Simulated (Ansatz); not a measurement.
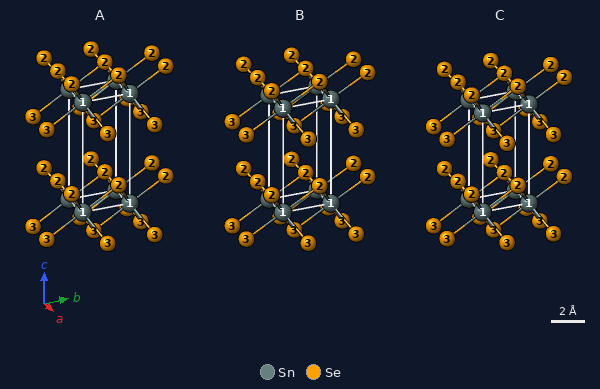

3 geometries from one relaxation of crystalline SnSe2 (built on the CdI2 type) (coarse preliminary run), in shuffled order. Style: ball-and-stick. Shown: the cell of the calculation, slightly off an axis.

All numbers below come from Ansatz, DFT PBE, scalar-relativistic, plane waves, PAW. Settings: plane-wave cutoff 420 eV; k-point mesh 6 × 6 × 4; occupations gaussian; smearing width 0.05 eV; no spin polarisation; cell and atoms relaxed; force threshold 0.03 eV/Å; at most 60 steps.

Order the frames from highest to lowest energy.

C, B, A. They are steps 0, 2, 7, at +25.0 meV per atom, +8.6 meV per atom relative to the last. After 6 accepted moves (7 points after the start) the energy has fallen by 25.0 meV per atom. Largest force component: 0.48 eV/Å at the start, 0.00088 eV/Å at the end. The pressure goes from 4.05 to 0.08 GPa. The SCF was repeated once at an unchanged geometry on a basis and grid sized afresh for the cell, which shifted the energy by 0.9 meV per atom at most. The largest moves relative to the cell, 0.13 Å, are those of Se2 and Se3. Se2 goes along −c. Sn stays in place. The drawn cell changes as follows: a = b 3.821 → 3.875 Å (+1.4 %), c 6.165 → 6.829 Å (+10.8 %); the volume changes by +13.9 %. Near-neighbour distances that change, for instance: Sn1–Se2 2.698 → 2.746 Å. The space group stays P-3m1 (No. 164). Cost: 4.1 s on 4 threads of AMD EPYC 9R45 96-Core Processor (Zen 5) (shared host), peak memory 0.5 GiB.

Limits of the set-up: layers or molecules are held without a dispersion correction, so their spacing is unreliable.
